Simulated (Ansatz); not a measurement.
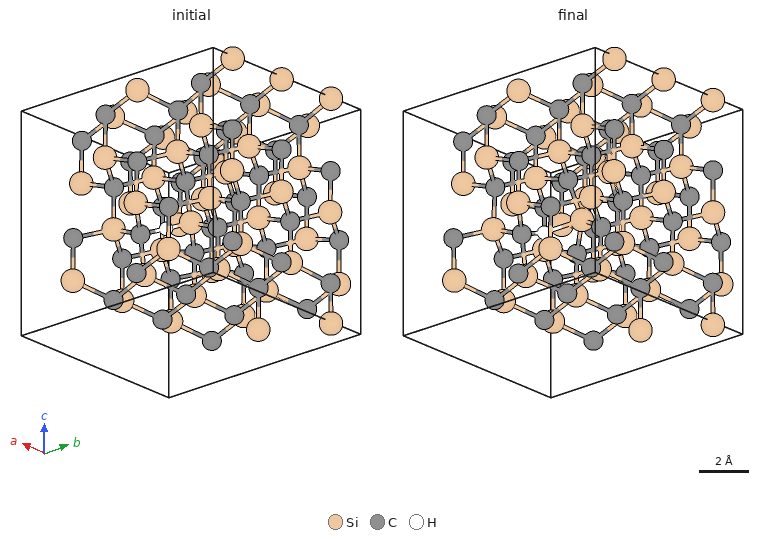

The structure of a defect cell of composition Si$_{48}$C$_{48}$H before (left) and after (right) a relaxation, at one scale.

A ball-and-stick model of the cell of the calculation (origin shifted), seen from a free direction.

Level of theory: DFT, PBEsol, PAW, plane waves (Ansatz 0.2.0). (plane-wave cutoff 420 eV; k-point mesh 1 × 1 × 1; mesh shifted by (0.25, 0.25, 0.25); collinear spin; atoms relaxed in a fixed cell; force threshold 0.03 eV/Å; at most 80 steps)

Q: What changed between the two?

A: The atom that moves furthest is a Si atom (0.43 Å along [−2 1 1]). Largest moves by element: Si 0.43 Å, H 0.25 Å, C 0.08 Å. The lattice vectors keep their values. Among the contacts that change: H–Si 1.151 → 1.743 Å, C–Si 2.356 → 2.798 Å, C–H 1.206 → 1.096 Å, C–Si 1.805 → 1.888 Å. Among the angles between lasting bonds that change: C–Si–H 100.6° → 81.2°, Si–H–C 176.9° → 159.8°, Si–C–Si 102.8° → 88.4°. After 10 geometry steps the energy has fallen by 4.121 eV per cell of the calculation. The largest force component goes from 11 to 0.0029 eV/Å.
